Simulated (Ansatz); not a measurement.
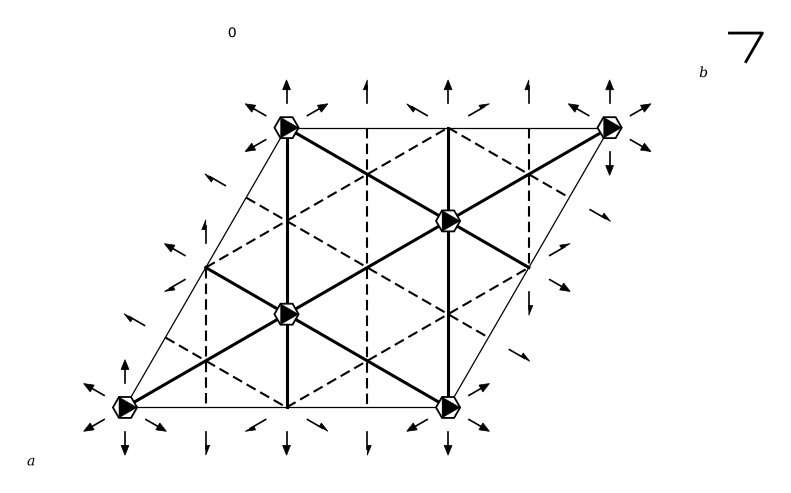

Symmetry elements of a space group, projected down c, computed from the operations of a computed or model structure of composition PbS.

Symbols follow the International Tables: origin at the upper left, the third axis towards the viewer; heavy, dashed, dotted, dash-dotted and dash-dot-dot lines are mirror, in-plane glide, out-of-plane glide, diagonal (n; with arrows d) and double (e) glide planes seen edge on; arrows at the rim are 2 (full head) and 2₁ (half head) axes in the plane; the corner sign is a plane parallel to the page; fractions are heights. Handed screw axes carry their printed symbol instead of tails.

Give the Hermann–Mauguin symbol and number.

Answer. No. 187, P-6m2; primitive hexagonal, point group -6m2, 12 general positions a cell.

List the elements shown.

Answer. −6 axes along c at (0, 0), (1/3, 2/3), (2/3, 1/3); mirror planes holding c and [1 2 0] or [2 1 0] or [−1 1 0]; in-plane glide planes holding c and [1 2 0] or [2 1 0] or [−1 1 0]; a mirror plane normal to c at height 0; 2 axes along [1 2 0] at height 0; 2 axes along [2 1 0] at height 0; 2 axes along [−1 1 0] at height 0; 2₁ axes along [1 2 0] at height 0; 2₁ axes along [2 1 0] at height 0; 2₁ axes along [−1 1 0] at height 0. Heights repeat every half period; positions are (a, b) fractions, modulo 1.

Write the general positions (in any order).

Answer. x, y, z
−x+y, −x, −z
−y, x−y, z
x, y, −z
−x+y, −x, z
−y, x−y, −z
−y, −x, −z
x, x−y, z
−x+y, y, −z
−y, −x, z
x, x−y, −z
−x+y, y, z
